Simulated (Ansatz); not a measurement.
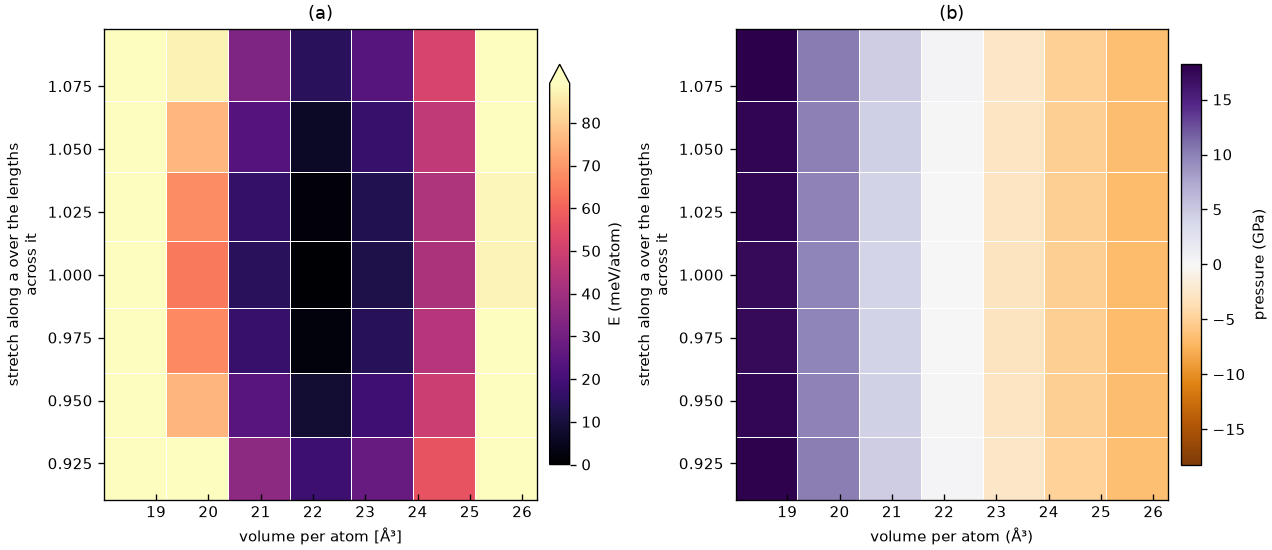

GaSb (Immm, No. 71; 2 atoms in the cell). The energy is mapped over volume and the cell's shape. First axis: volume per atom. Second axis: stretch along a over the lengths across it, relative to the relaxed cell. Nothing is relaxed (symmetry fixes all fractional coordinates). Grid: 7 × 7 points. Points are written as (first, second). Energies are in meV/atom, from the lowest grid point. Level of theory: DFT LDA, scalar-relativistic, plane waves, PAW (Ansatz). Settings: cutoff 420 eV, k-mesh 18×18×18, gaussian smearing 0.15 eV, no spin polarisation.

Panel (a) is the energy; panel (b) is the computed pressure, in GPa.

Drawn: one coloured cell a grid point, one colour for all values above the top of the scale.

> How does the pressure vary over the map, and what is it at the lowest grid point?

It runs from −6.9 GPa at (25.69 Å³, 1.000) to 18.2 GPa at (18.60 Å³, 1.083). At the lowest grid point, (22.14 Å³, 1.000), it is 0.0 GPa. The pressure is minus the slope of the energy with volume, so it vanishes at the true minimum, which need not be a grid point.

PAW datasets: the set soft_1.
